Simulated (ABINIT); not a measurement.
```yaml
crystal:
  lattice:
    - [6.30170, 0.00000, 0.00000]
    - [0.00000, 6.30170, 0.00000]
    - [0.00000, 0.00000, 6.30170]
  atoms:
    - { symbol: Te, position: [0.50000, 0.00000, 0.00000] }
    - { symbol: Te, position: [0.00000, 0.50000, 0.00000] }
    - { symbol: Te, position: [0.00000, 0.00000, 0.50000] }
    - { symbol: Te, position: [0.50000, 0.50000, 0.50000] }
    - { symbol: Sn, position: [0.00000, 0.00000, 0.00000] }
    - { symbol: Sn, position: [0.50000, 0.50000, 0.00000] }
    - { symbol: Sn, position: [0.50000, 0.00000, 0.50000] }
    - { symbol: Sn, position: [0.00000, 0.50000, 0.50000] }
```

Space group Fm-3m; computed pressure about −2 GPa in this cell.

These are results of Kohn-Sham DFT of a periodic cell, HSE06, SG15 NC PBE v1.2 in ABINIT 10.8.3, not measurements.

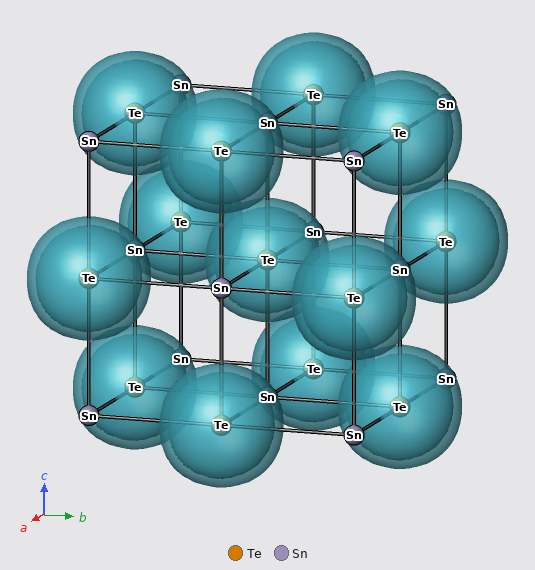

SnTe. Isosurface of the electron localisation function at 0.6 (cyan), seen slightly off an axis. Only the valence region is drawn (cores and ρ < 0.01 e/Å³ removed). Sticks mark near contacts.

In a pseudopotential calculation such maps are meaningful between the atoms, not at the nuclei.

Question: Identify the bonds, lone pairs and shells in this picture.

Answer: The ELF exceeds this value in four regions wrapped around Te (the valence shell of each), counted in one cell of 8 atoms. Any copies at cell faces, edges or corners count once. Along the contacts the grid gives the following. Sn–Te (3.15 Å): the ELF peaks at about 0.65 in the valence shell of Te, 1.3 Å from its nucleus, and drops to about 0.20 between the two atoms.

Question: Does the calculation make it a metal, or give it a gap?

Answer: It is gapped, with a Kohn–Sham gap of 2.3 eV on the k-point mesh (the band edges may lie off the mesh, which would make the gap smaller).
